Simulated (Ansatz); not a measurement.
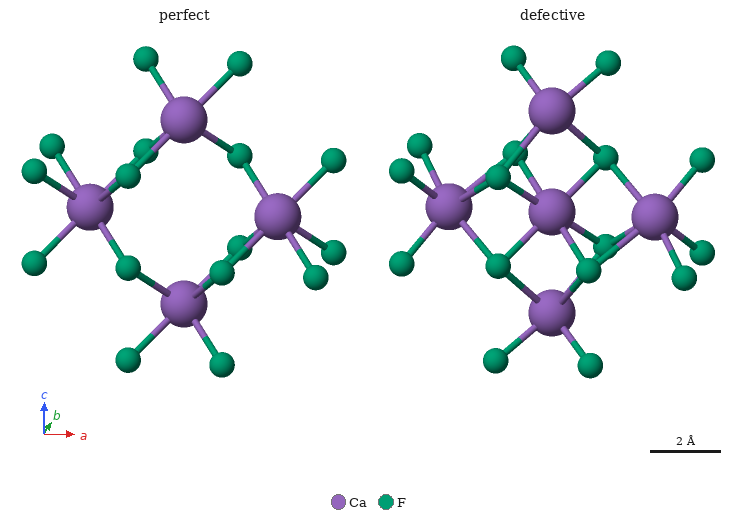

Left: perfect CaF₂. Right: the same region with one point defect, after relaxing the atoms in a supercell of 48 sites. The picture is a ball-and-stick view of the atoms within 4.6 Å of one point, in a slice 3.4 Å thick across the line of sight, seen from a free direction.

All numbers below come from Ansatz 0.2.0, DFT PBE, scalar-relativistic, plane waves, PAW. Settings: plane-wave cutoff 420 eV; k-point mesh 2 × 2 × 2; occupations gaussian; smearing width 0.01 eV; mesh shifted by (0.5, 0.5, 0.5); no spin polarisation. The cell is small and the k-mesh coarse, so the numbers are rough. A uniform background neutralises the charged cell. The axes drawn are those of the host's conventional cell.

### What kind of defect was made?

An extra calcium atom is put between the host's atoms (an interstitial).

The charge state of the cell is +2.

### What does the relaxation do around it?

The Ca atom starts with 8 F at 2.39 Å, 6 Ca at 2.76 Å around its place and ends with 8 F at 2.30 Å. Of the host's atoms, a calcium atom moves furthest from its site, by 0.27 Å.
